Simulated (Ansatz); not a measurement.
The cell of KZnF$_{3}$ in space group Pm-3m. Origin of the cell: the end point of a relaxation with DFT PBE, scalar-relativistic, plane waves, PAW in Ansatz.

```cif
data_structure
_symmetry_space_group_name_H-M 'Pm-3m'
_symmetry_Int_Tables_number 221
_cell_length_a 4.1276
_cell_length_b 4.1276
_cell_length_c 4.1276
_cell_angle_alpha 90.000
_cell_angle_beta 90.000
_cell_angle_gamma 90.000
_cell_volume 70.32
loop_
_atom_site_label
_atom_site_type_symbol
_atom_site_symmetry_multiplicity
_atom_site_Wyckoff_symbol
_atom_site_fract_x
_atom_site_fract_y
_atom_site_fract_z
_atom_site_occupancy
K1 K 1 a 0.00000 0.00000 0.00000 1
Zn1 Zn 1 b 0.50000 0.50000 0.50000 1
F1 F 3 c 0.50000 0.50000 0.00000 1
```

At each point the valence sum V of a Zn2+ ion is computed from the anions within 5 Å (s = exp((R0 − d)/b), R0 fitted to published crystal structures with b = 0.37 Å; R0: Zn2+–F 1.615 Å). Points too close to the other cations are excluded (2.4 Å from K). The other Zn2+ ions are ignored. This is an empirical screen for pathways, not an energy calculation.

> Along which directions could Zn2+ move by this screen (counting the regions that come within 0.6 Å of a Zn site)?

No path opens below 1.4 v.u. These are grid estimates, good to about 0.1 v.u.

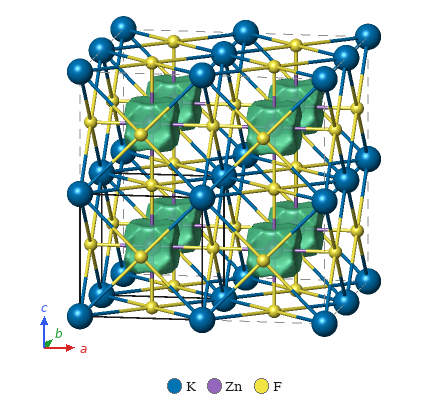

Bond-valence mismatch map for Zn2+ in KZnF3 in space group Pm-3m: the green surface encloses the points where |V − 2| < 1 v.u. (2×2×2 cells, view slightly off an axis). Pale faces close the region where the drawn box cuts it.

> What is the valence sum at the Zn sites themselves?

1.79 v.u., against the formal 2.
